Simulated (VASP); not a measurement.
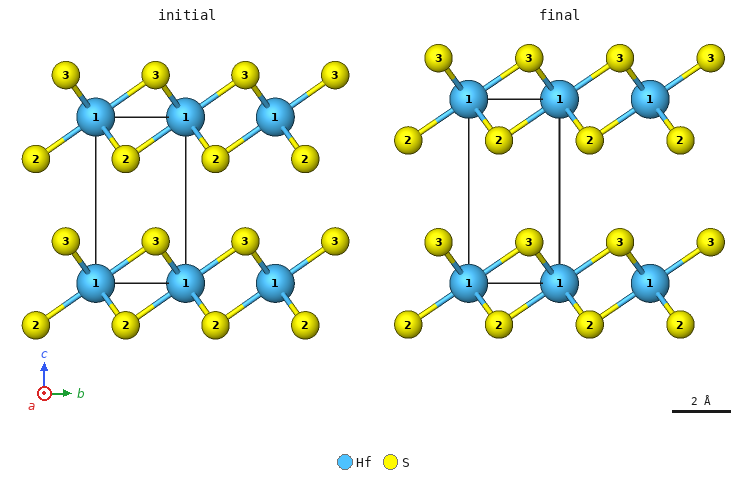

The structure of crystalline HfS₂ (set up in P-3m1) before (left) and after (right) a relaxation, at one scale.

Style: ball-and-stick. Shown: the cell of the calculation, repeated 1 × 2 × 1 with one cell outlined, along the a axis.

The run lets cell and atoms move.

Theory: Kohn-Sham DFT of a periodic cell, HSE06, VASP PAW PBE potentials, recommended in VASP 6.6.1.

Input
```
PREC = Accurate ; ENCUT = 520
EDIFF = 1E-6 ; ISMEAR = 0
SIGMA = 0.03 ; LREAL = F
LASPH = T ; NELM = 80
ALGO = Normal ; ISIF = 3
LWAVE = F ; LCHARG = F
GGA = PE ; LHFCALC = T
HFSCREEN = 0.2 ; PRECFOCK = Fast
IBRION = 2 ; NSW = 25
EDIFFG = -0.01 ; KPAR = 4
ISTART = 1
```

Run as
```bash
cat potpaw_PBE.64/Hf_pv/POTCAR potpaw_PBE.64/S/POTCAR > POTCAR
cp INCAR.step1 INCAR
mpirun -np 4 vasp_std > vasp.out
cp INCAR.step2 INCAR
mpirun -np 4 vasp_std > vasp.out
```

### What changed between the two?

The relaxation stopped without meeting its thresholds, so the last structure isn't shown to be converged. The largest moves relative to the cell, 0.18 Å, are those of S2 and S3. S3 goes along −c. Hf stays in place. Cell: a = b 3.597 → 3.634 Å (+1.0 %), c 5.770 → 6.386 Å (+10.7 %). Volume +13.0 %. The space group stays P-3m1 (No. 164). After 24 geometry steps the energy has fallen by 59.0 meV per cell of the calculation. The largest force component goes from 0.29 to 0.0009 eV/Å. Pressure: 1.17 GPa at the start and 0.03 GPa at the end. The volume changes by over a tenth within one run on a fixed set of plane waves, so the end point should be relaxed again from the new cell.

Limits of the set-up: layers or molecules are held without a dispersion correction, so their spacing is unreliable.
